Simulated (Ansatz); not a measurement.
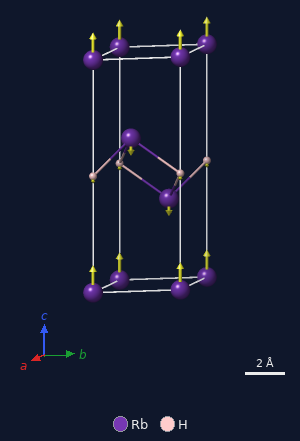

Lattice vibrations of crystalline Rb3H (a generated structure), space group P-3m1 (No. 164), at the zone centre. The optical levels lie at 13 (×2), 31 (×2), 42, 63, 286, 300 (×2) cm⁻¹. One mode is drawn. The yellow arrows are the displacements of the atoms (eigenvector over the root of the mass), of arbitrary overall length and sign. The picture is a ball-and-stick view of the cell of the calculation, seen slightly off an axis.

Computed with Ansatz 0.2.0, DFT PBE, scalar-relativistic, plane waves, PAW. (plane-wave cutoff 420 eV; k-point mesh 12 × 12 × 4; occupations fermi dirac; smearing width 0.15 eV; no spin polarisation)

The frequencies depend somewhat on the k-mesh and the smearing.

To which level does it belong?

Answer. The level at 42 cm⁻¹. This is the A₂u mode, optical level 3 of 6, counted from below, infrared-active by symmetry. The Rb (1a) sublattice moves against the Rb (2d) and H sublattices, along c. The crystal is a metal, so free carriers screen the infrared response.
